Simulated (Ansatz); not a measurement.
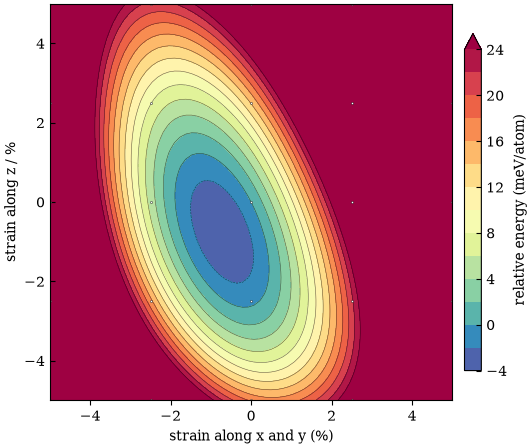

AlN (Fm-3m, No. 225; 2 atoms in the cell). The cell is strained homogeneously, by one strain along x and y and another along z, with fractional coordinates fixed (x, y and z along the cube axes). The first coordinate is: strain along x and y; the second: strain along z. The scan uses a 5 × 5 grid. Energies are in meV/atom, from the unstrained cell. The reference cell is the one listed in the database, not relaxed at this level. The calculation used Ansatz 0.2.0, DFT r2SCAN, scalar-relativistic, plane waves, PAW. Settings: cutoff 500 eV, k-mesh 10×10×10, gaussian smearing 0.05 eV, no spin polarisation.

In the figure: filled contours, dots at the grid points, one colour for all values above the top of the scale. Between grid points the surface is interpolated.

Question: Estimate the clamped-ion elastic constants that this map fixes.

Answer: With the cell volume of 16.8 Å³, the curvatures of the interpolated surface at its minimum give C₁₁ + C₂₂ + 2C₁₂ ≈ 1300 GPa, C₃₃ ≈ 460 GPa and C₁₃ + C₂₃ ≈ 360 GPa (clamped ions, Cartesian axes of the cell). A stretch of 1 % along z with free sides (kept equal in x and y) would change the in-plane lengths by about −0.28 %.
